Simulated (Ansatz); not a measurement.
Cu₂O: band-structure calculation (part 2 of 2)

The same run, continued: Cu₂O (P4₂/nnm, 6 atoms in the cell); DFT, r2SCAN, plane waves, PAW, no spin polarisation (Ansatz 0.2.0); cutoff 500 eV, 6×6×6 k-mesh, fixed occupations. The structure derives from an entry of the Crystallography Open Database. The geometry comes from this level: r2SCAN (a point of a series of strains). It belongs to a series of runs on one base structure; here: uniaxial_x strain +5.8%.

Geometry of the input (Å; fractional positions):
```
4.4919  0.0000  0.0000
0.0000  4.2461  0.0000
0.0000  0.0000  4.2461
Cu 0.2500  0.2500  0.2500
Cu 0.2500  0.7500  0.7500
Cu 0.7500  0.7500  0.2500
Cu 0.7500  0.2500  0.7500
O  0.0000  0.0000  0.0000
O  0.5000  0.5000  0.5000
```

## File bands.tsv, continued
```
# largest_residual_norms_ev = 1.881e-3 1.504e-3 9.841e-4 1.967e-3 4.879e-4 6.540e-4 6.586e-4 7.259e-4 6.378e-4 4.071e-4 5.439e-4 4.414e-4 5.301e-4 5.529e-4 6.003e-4 7.108e-4 2.903e-4 8.084e-4 7.263e-4 3.619e-4 4.279e-4 1.725e-3 1.258e-3 1.539e-3 7.246e-4 1.044e-3 1.096e-3 1.041e-3 1.118e-3 7.572e-4 9.375e-4 9.547e-4 6.579e-4 8.769e-4 1.005e-3 9.901e-4 2.521e-4 1.153e-3 1.109e-3 1.127e-3 8.766e-4 6.635e-4 3.259e-4 4.087e-4 9.204e-4 9.592e-4 6.857e-4 8.827e-4 1.799e-3
0.000000	-115.757463	-115.756505	-115.756209	-115.756209	-71.731639	-71.721240	-71.719476	-71.719476	-71.552255	-71.545295	-71.545295	-71.544358	-71.544060	-71.539109	-71.534852	-71.534852	-20.991117	-20.363009	-7.263646	-7.032648	-7.032648	-4.905381	-4.777264	-4.777264	-4.616639	-2.924419	-2.923005	-2.820299	-2.736617	-2.736617	-2.086068	-1.964161	-1.945679	-1.849312	-1.849312	-1.783629	-1.775880	-1.775880	-1.613535	-1.560021	-1.560021	-0.147801	0.000000	0.000000	0.615946	1.366054	1.859524	7.577398	8.369485
0.739881	-115.756836	-115.756836	-115.756355	-115.756355	-71.725559	-71.725559	-71.720336	-71.720336	-71.548761	-71.548761	-71.544843	-71.544843	-71.539496	-71.539496	-71.537013	-71.537013	-20.669558	-20.669558	-6.561786	-6.561786	-6.463322	-6.463322	-5.852701	-5.852701	-3.154198	-3.154198	-2.496918	-2.496918	-2.284592	-2.284592	-2.142223	-2.142223	-2.004982	-2.004982	-1.968206	-1.968206	-1.897212	-1.897212	-1.717125	-1.717125	-1.246944	-1.246944	-0.421748	-0.421748	2.374301	2.374301	4.490199	4.490199	7.172802
1.439267	-115.756619	-115.756619	-115.756571	-115.756571	-71.725674	-71.725674	-71.720232	-71.720232	-71.548749	-71.548749	-71.545340	-71.545340	-71.538041	-71.538041	-71.537986	-71.537986	-20.656967	-20.656967	-7.251532	-7.251532	-6.060219	-6.060219	-5.517283	-5.517283	-2.824701	-2.824701	-2.627121	-2.627121	-2.259324	-2.259324	-2.214584	-2.214584	-2.180812	-2.180812	-1.913373	-1.913373	-1.893257	-1.893257	-1.531091	-1.531091	-1.261226	-1.261226	-0.674675	-0.674675	2.132776	2.132776	3.974654	3.974654	7.320482
2.179147	-115.756681	-115.756572	-115.756560	-115.756560	-71.732024	-71.721212	-71.719378	-71.719378	-71.551621	-71.547122	-71.547122	-71.544679	-71.540397	-71.540397	-71.534440	-71.534359	-20.843895	-20.425662	-7.090646	-6.988745	-6.988745	-5.641907	-5.616789	-5.616789	-3.133351	-3.049095	-3.049095	-2.537754	-2.407509	-2.287739	-2.287739	-2.202880	-1.933688	-1.913614	-1.913614	-1.790221	-1.752800	-1.752800	-1.651927	-1.604415	-0.918351	-0.616085	-0.616085	-0.560828	2.519530	2.857984	2.857984	4.967999	5.067991
```

## File rho_z.tsv
```
# z_ang	rho[e/angstrom^3]
# format = ansatz-planar-average/11
# lattice	4.491928529	0.000000000	0.000000000
# lattice	0.000000000	4.246080470	0.000000000
# lattice	0.000000000	0.000000000	4.246080470
# sites	6
# site	29	1.122982132	1.061520117	1.061520117
# site	29	1.122982132	3.184560352	3.184560352
# site	29	3.368946397	3.184560352	1.061520117
# site	29	3.368946397	1.061520117	3.184560352
# site	8	0.000000000	0.000000000	0.000000000
# site	8	2.245964264	2.123040235	2.123040235
0.000000	4.686200e-1
0.132690	4.569353e-1
0.265380	4.378732e-1
0.398070	4.584996e-1
0.530760	5.997335e-1
0.663450	9.775507e-1
0.796140	1.661778e0
0.928830	2.453451e0
1.061520	2.825484e0
1.194210	2.453451e0
1.326900	1.661778e0
1.459590	9.775507e-1
1.592280	5.997335e-1
1.724970	4.584996e-1
1.857660	4.378732e-1
1.990350	4.569353e-1
2.123040	4.686200e-1
2.255730	4.569353e-1
2.388420	4.378732e-1
2.521110	4.584996e-1
2.653800	5.997335e-1
2.786490	9.775507e-1
2.919180	1.661778e0
3.051870	2.453451e0
3.184560	2.825484e0
3.317250	2.453451e0
3.449940	1.661778e0
3.582630	9.775507e-1
3.715320	5.997335e-1
3.848010	4.584996e-1
3.980700	4.378732e-1
4.113390	4.569353e-1
```

## File v_z.tsv
```
# z_ang	v_es[eV]	v_tot[eV]
# format = ansatz-planar-average/11
# xc	r2scan
# density_cutoff_ev	2000
# datasets	Cu=:simpson_from_first_knot:soft:shift=0	O=:simpson_from_first_knot:soft:shift=0
# lattice	4.491928529	0.000000000	0.000000000
# lattice	0.000000000	4.246080470	0.000000000
# lattice	0.000000000	0.000000000	4.246080470
# sites	6
# site	29	1.122982132	1.061520117	1.061520117
# site	29	1.122982132	3.184560352	3.184560352
# site	29	3.368946397	3.184560352	1.061520117
# site	29	3.368946397	1.061520117	3.184560352
# site	8	0.000000000	0.000000000	0.000000000
# site	8	2.245964264	2.123040235	2.123040235
0.000000	8.324705e0	-1.790991e0
0.132690	8.244894e0	-1.920282e0
0.265380	7.785814e0	-2.521712e0
0.398070	6.755089e0	-3.696844e0
0.530760	5.382971e0	-5.235709e0
0.663450	3.998804e0	-6.885697e0
0.796140	2.691203e0	-8.468182e0
0.928830	1.794464e0	-9.577887e0
1.061520	1.513103e0	-9.947940e0
1.194210	1.794464e0	-9.577887e0
1.326900	2.691203e0	-8.468182e0
1.459590	3.998804e0	-6.885697e0
1.592280	5.382971e0	-5.235709e0
1.724970	6.755089e0	-3.696844e0
1.857660	7.785814e0	-2.521712e0
1.990350	8.244894e0	-1.920282e0
2.123040	8.324705e0	-1.790991e0
2.255730	8.244894e0	-1.920282e0
2.388420	7.785814e0	-2.521712e0
2.521110	6.755089e0	-3.696844e0
2.653800	5.382971e0	-5.235709e0
2.786490	3.998804e0	-6.885697e0
2.919180	2.691203e0	-8.468182e0
3.051870	1.794464e0	-9.577887e0
3.184560	1.513103e0	-9.947940e0
3.317250	1.794464e0	-9.577887e0
3.449940	2.691203e0	-8.468182e0
3.582630	3.998804e0	-6.885697e0
3.715320	5.382971e0	-5.235709e0
3.848010	6.755089e0	-3.696844e0
3.980700	7.785814e0	-2.521712e0
4.113390	8.244894e0	-1.920282e0
```

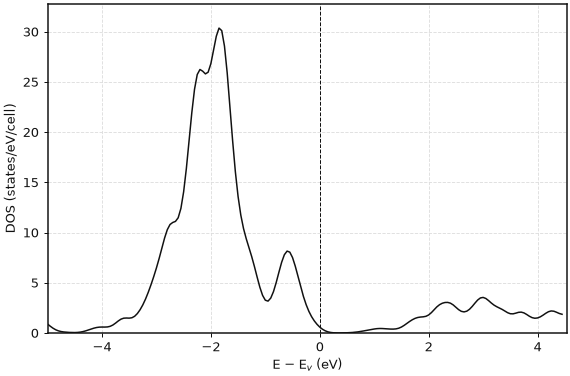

Fig. 1: Density of states (the curve is built from the levels of the k mesh with Gaussians 0.3 eV wide, which also blur the band edges), with energies from the valence-band top. There is a gap of 0.62 eV on the k-point mesh. Small ripples come from the finite k-point mesh.

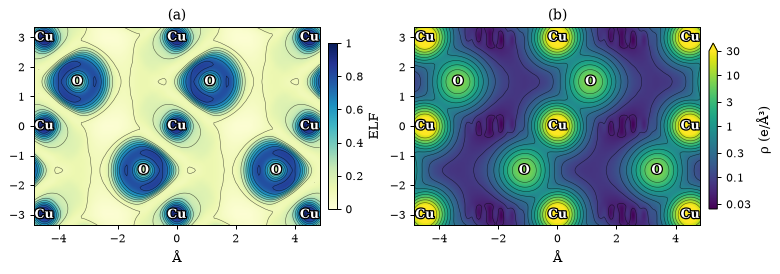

Fig. 2: (a) ELF; (b) valence charge density (pseudo) on the (11̄0) plane of the conventional cell. The section cuts through Cu and O sites. Cu–O (1.87 Å): the density is about 0.75 e/Å³ at the midpoint; the ELF is about 0.20 at the midpoint. Away from the nuclei the density in this plane falls to 0.02 e/Å³ at its lowest. The strong features right at Cu lie inside the PAW spheres (semicore, d or f shells) and say nothing about bonding. Core electrons are frozen (PAW), so the fields are smoothed inside the atomic spheres.

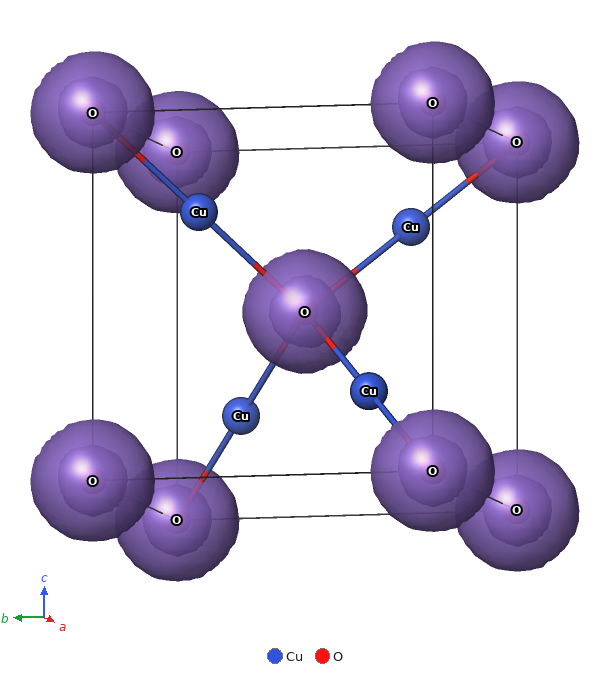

Fig. 3: Isosurface of the ELF at 0.75 (purple), seen at an oblique angle. Only the valence region is drawn (cores and ρ < 0.01 e/Å³ removed). Sticks mark near contacts. The outline is the cell set on symmetry axes. Along the contacts the grid gives the following. Cu–O (1.87 Å): the ELF is about 0.20 at the midpoint.

## Results in brief

| quantity | value |
| --- | --- |
| outcome | converged |
| space group (tolerance 0.01 Å) | P4₂/nnm (134) |
| electrons treated | 88 |
| free energy | −27659.7361 eV |
| Fermi energy | 10.055 eV |
| gap on the k-point mesh | 0.62 eV |
| pressure | −6.41 GPa |
| largest force (length of the vector) | under 0.001 eV/Å |
| hardware | 4 threads of Arm Neoverse V1, 24 GiB of memory available, shared host |
| wall time | 8 s (CPU time 31 s) |
| peak memory | 0.63 GiB |

## Notes

The cell is under a tension of 6.4 GPa at this level, so it is not at its equilibrium volume.
